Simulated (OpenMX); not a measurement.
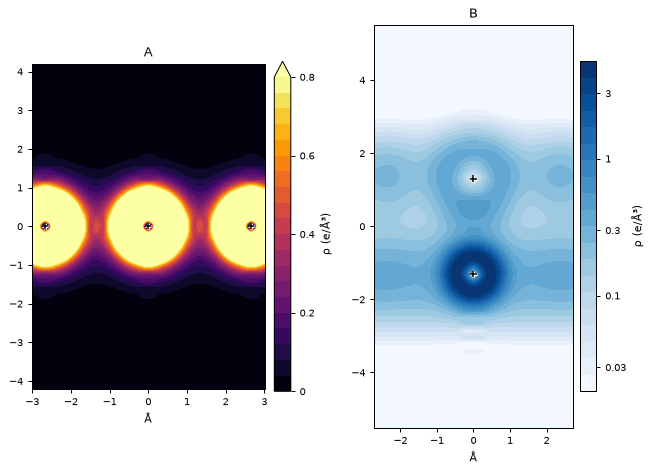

The valence electron density of 2 systems, each on a plane through atoms (crosses mark nuclei in the plane).

All numbers below come from Kohn-Sham DFT of a periodic cell, PBE, spin-orbit coupling, OpenMX 2013 PBE set in OpenMX 3.8.5.

System 1: TaSi, the (110) plane of the calculation cell, a cut from vacuum to vacuum. 

```
CELL_PARAMETERS angstrom
2.73859 0.00000 0.00000
-1.36929 2.37169 0.00000
0.00000 0.00000 29.01702
ATOMIC_POSITIONS crystal
Ta 0.00000 0.00000 0.23066
Si 0.00000 0.00000 0.32074
```

System 2: Au, the (010) plane of the calculation cell, a cut from vacuum to vacuum. 

Which map belongs to which system?

Answer. Panel A is system 2, Au: the plane holds Au. Au–Au (2.66 Å): the density is about 0.48 e/Å³ at the midpoint. Panel B is system 1, TaSi: the plane holds Ta and Si. Ta–Si (2.61 Å): ρ is about 0.41 e/Å³ halfway.
